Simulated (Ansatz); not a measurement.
**Energy of Tl along a strain of the cell**

System: Tl (I4₁/amd, 2 atoms in the cell).
Method: DFT, PBE, all-electron LAPW, scalar-relativistic, no spin polarisation (Ansatz 0.2.0).

The 6 runs differ only in the geometry, by a strain of the cell at fixed fractional positions. Against run 4, the strain is εxx = η, εyy = η and εzz = η.

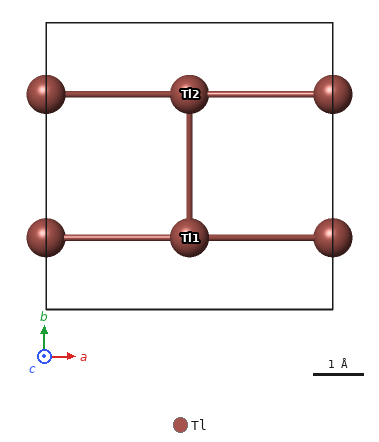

Figure 1. The structure of run 4 (ball-and-stick view of the cell 2 times as large as that of the calculation, set on its symmetry axes, along the c axis; atoms are numbered from 1 in the order of the input). An atom can appear more than once, as a periodic image.

## Input of run 4
```yaml
crystal:
  lattice:
    - [-2.8720874194, 2.8720874194, 1.5356604182]
    - [2.8720874194, -2.8720874194, 1.5356604182]
    - [2.8720874194, 2.8720874194, -1.5356604182]
  atoms:
    - { symbol: Tl, position: [-0.375, -0.125, -0.25] }
    - { symbol: Tl, position: [0.375, 0.125, 0.25] }
kpoints:
  mp_grid: { grid: [13, 13, 13] }
scf:
  occupations: { method: fermi_dirac, width: 0.08 }
hamiltonian:
  xc: pbe
  pseudopotentials: { kind: all_electron, lapw: { basis_error: 0.001 } }
output:
  forces: true
  stress: true
  eigenvalues: true
  populations: true
```

Command:
```bash
ansatz run input.yaml --threads 1 --pin off --max-ram 2048MiB --backend cpu --events-out ev --progress --plain --runs-dir out
```

Run 3 differs from it as follows:
```diff
-    - [-2.8720874194, 2.8720874194, 1.5356604182]
-    - [2.8720874194, -2.8720874194, 1.5356604182]
-    - [2.8720874194, 2.8720874194, -1.5356604182]
+    - [-2.7675539444, 2.7675539444, 1.479767997]
+    - [2.7675539444, -2.7675539444, 1.479767997]
+    - [2.7675539444, 2.7675539444, -1.479767997]
```

## Results, with one run withheld

```csv
run,strain parameter η (%),"free energy per atom, from the lowest run given (meV)",pressure (GPa)
1,−11.8971,2224.42,90.26
2,−7.5866,1122.96,47.11
3,−3.6442,?,?
4,0.0000,229.32,13.27
5,3.3968,70.59,6.42
6,6.5840,0.00,2.41
```

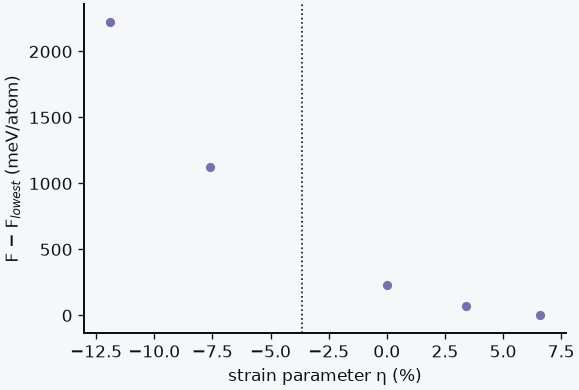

Figure 2. Free energy per atom of the runs given; the dotted line marks run 3.

What should run 3 give?

A cubic polynomial in the coordinate, fitted to the 5 runs given, misses them by at most 6.71 meV per atom. With x = η + 1.9006, it reads F = 357.68 − 83.641 x + 7.359 x² − 0.29471 x³ (meV per atom). At run 3 it gives 527.45 meV per atom, and the run itself gives 540.38. The fit has no minimum inside this range. The fit misses that run by 12.93 meV per atom.

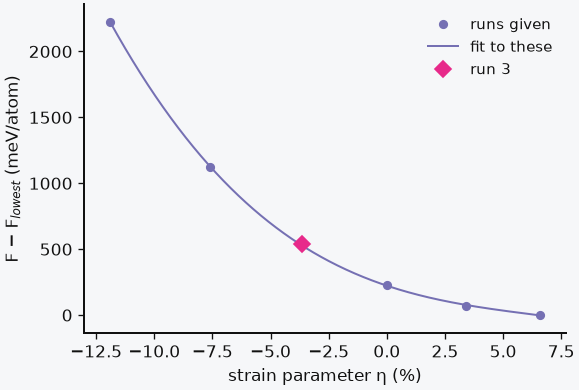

Figure 3. The fit and the withheld run.

## Output, shortened to warnings, some set-up lines, iterations and results (run 3)
```
Basis set: ecut = 253.7940117467318 eV, 419 PW (Γ), FFT grids on a1+a2, a2, a3, exchange–correlation at level 2
Symmetry: 16 space group operations
k-points: 196 of 2197
Initial density: superposition of atomic densities (chi_scale 0.1, normalization cell)
[...]
SCF iter   1: F=—  HF=-1101551.253408 eV  |F-HF|=—  |Δ(HF+E_count)|=         —  Δρ=9.86e-3  dr2=2.70e-2  ethr=3.83e-5  ⟨swp⟩=3.1  Hψ=53298  notcnv=0
SCF iter   2: F=—  HF=-1101551.237243 eV  |F-HF|=—  |Δ(HF+E_count)|=   1.62e-2  Δρ=1.19e-3  dr2=2.03e-4  ethr=2.90e-7  ⟨swp⟩=2.0  Hψ=44403  notcnv=0
SCF iter   3: F=—  HF=-1101551.159998 eV  |F-HF|=—  |Δ(HF+E_count)|=   7.72e-2  Δρ=1.67e-3  dr2=7.72e-4  ethr=2.90e-7  ⟨swp⟩=3.4  Hψ=27572  notcnv=0
SCF iter   4: F=—  HF=-1101551.157518 eV  |F-HF|=—  |Δ(HF+E_count)|=   2.48e-3  Δρ=5.76e-4  dr2=9.45e-5  ethr=2.90e-7  ⟨swp⟩=3.0  Hψ=24857  notcnv=0
SCF iter   5: F=—  HF=-1101551.157511 eV  |F-HF|=—  |Δ(HF+E_count)|=   6.50e-6  Δρ=1.40e-4  dr2=6.09e-6  ethr=1.35e-7  ⟨swp⟩=3.0  Hψ=24171  notcnv=0
SCF iter   6: F=-1101551.157522 eV  HF=-1101551.157521 eV  |F-HF|=1.05e-7  |Δ(HF+E_count)|=   1.01e-5  Δρ=1.44e-5  dr2=7.38e-8  ethr=8.70e-9  ⟨swp⟩=3.0  Hψ=24276  notcnv=0
SCF 1 converged in 6 iterations: F = -1101551.157522 eV  dr2 = 7.38e-8
SCF converged after 6 iterations
Free energy (F): -1101551.157522 eV
Harris-Foulkes:  -1101551.157521 eV  (|F-HF|=1.05e-7)
Internal energy: -1101551.139366 eV  (E = F + TS)
E sigma→0 (E₀):  -1101551.148444 eV
Entropy (-TS):   -0.018155 eV (-9.078 meV/atom)
Fermi energy:    20.859571 eV
--- Per-component energies (eV) ---
  E_band       = -3280.415606
  E_kinetic    = 1265107.475567
  E_xc         = -20718.603323
  E_electrostatic = -2345940.011610  (all electrons and nuclei)
  E_smearing   = -0.018155  (= −TS)
  E_closure    = 0.000000  (closes the sum)
  E_atoms      = -1101548.003718  (free atoms, spherical and without spin; not in F)
  Σ components = -1101551.157522   (vs F -1101551.157522, Δ=0.00e0)
  Basis errors (estimates in eV, not in F): energy 3.2e-4 per atom: plane waves 3.1e-4 (1.7e-4 summed), levels above the bands 1.7e-58, relativity 7.1e-8, radial functions 6.4e-6, core shells 1.4e-6; eigenvalues (radial functions only) 3.7e-6; not estimated: angular momenta, meshes, grids; target …
--- Forces (eV/Å), atoms counted from 1 ---
  atom   1  Tl     0.00000000    -0.00000000     0.00000000
  atom   2  Tl     0.00000000    -0.00000000     0.00000000
  max |Σ_I F_I| component: 2.60e-18 eV/Å
--- Stress (GPa, compression-positive) ---
       25.343751       0.000000      -0.000000
        0.000000      25.343751      -0.000000
       -0.000000      -0.000000      25.081978
  P = ⅓ Tr σ = 25.2565 GPa (252.565 kbar)
--- Löwdin populations: 2 sites ---
  site symbol       q [e]
     0     Tl     80.9883
     1     Tl     80.9883
  spilling = 0.000144 (of n_electrons = 162.000000)
```

Notes: Spin–orbit coupling is left out, which matters for Tl.
